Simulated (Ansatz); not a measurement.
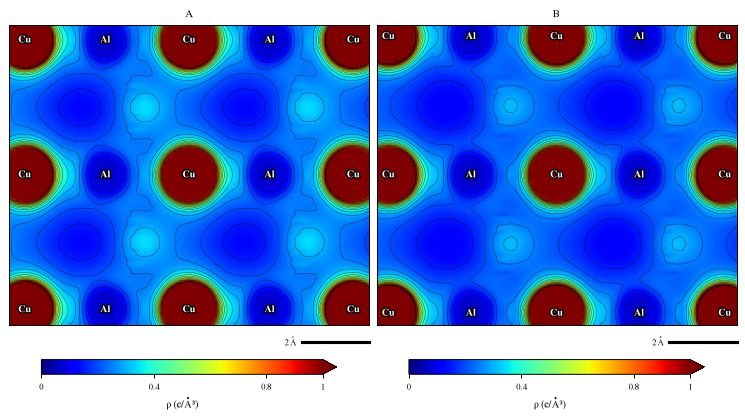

Al3Cu2. The valence charge density (pseudo) of two cells that differ in size, on the (11̄0) plane of each (indices in the axes of the calculation cell), at one length scale and on one colour scale: B has 14.5 Å³ an atom and A 13.5.

Space group P-3m1; a structure from a database of computed crystals, not necessarily the ambient phase.

These are results of Kohn-Sham DFT of a periodic cell, PBEsol, Ansatz PAW (Ansatz 0.2.0), not measurements.

The density is the valence pseudo-density of a PAW calculation; it isn't the true density close to the nuclei.

Q: What does the compression do to the bonding and the properties?

A: From the larger cell to the smaller, Al–Cu goes from 2.45 to 2.39 Å, and the density at its midpoint from 0.34 to 0.37 e/Å³; the pressure goes from 0.0 to 10 GPa.
